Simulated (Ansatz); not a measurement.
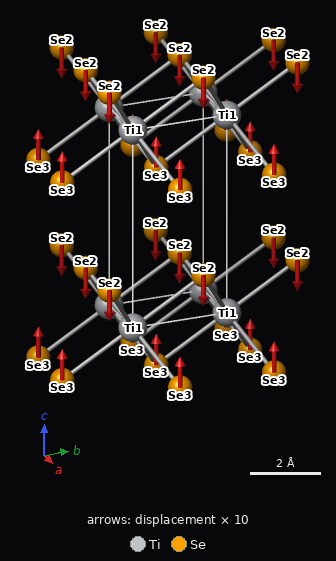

This is a relaxation of a crystal of TiSe2 (built on the CdI2 type) (coarse preliminary run). The starting structure is drawn; red arrows show the displacements (the part carried along by the change of the cell is left out), 10 times their true length.

A ball-and-stick model of the cell of the calculation, seen slightly off an axis.

Level of theory: DFT PBE, scalar-relativistic, plane waves, PAW (Ansatz). (plane-wave cutoff 420 eV; k-point mesh 6 × 6 × 4; occupations gaussian; smearing width 0.05 eV; no spin polarisation; cell and atoms relaxed; force threshold 0.03 eV/Å; at most 60 steps)

Which element moves most?

Answer. Selenium: up to 0.092 Å, against 0.000 Å for titanium.

What did the optimiser do to the structure, and how much energy did it gain?

Answer. After 4 accepted moves (5 points after the start) the energy has fallen by 31.3 meV per atom. Largest force component: 0.43 eV/Å at the start, 0.00022 eV/Å at the end. Pressure: 1.69 GPa at the start and 0.13 GPa at the end. At 1 point the geometry stayed and the basis and grid were re-selected for the new cell (energy shift of 0.8 meV per atom at most each time). The largest moves relative to the cell, 0.092 Å, are those of Se2 and Se3. Se3 goes along +c. Ti stays in place. The drawn cell changes as follows: a = b 3.609 → 3.534 Å (−2.1 %), c 5.822 → 6.522 Å (+12.0 %); the volume changes by +7.4 %. Near-neighbour distances that change, for instance: Ti1–Se2 2.548 → 2.563 Å. Among the angles between lasting bonds that change: Ti1–Se2–Ti1 90.2° → 87.1°, Se2–Ti1–Se3 89.8° → 92.9°, Se2–Ti1–Se2 90.2° → 87.1°. The space group stays P-3m1 (No. 164). The run took 7.4 s on 4 threads of AMD EPYC 7R43 64-Core Processor (Zen 3), with other jobs on the host, peak memory 0.47 GiB.

Limits of the set-up: layers or molecules are held without a dispersion correction, so their spacing is unreliable.
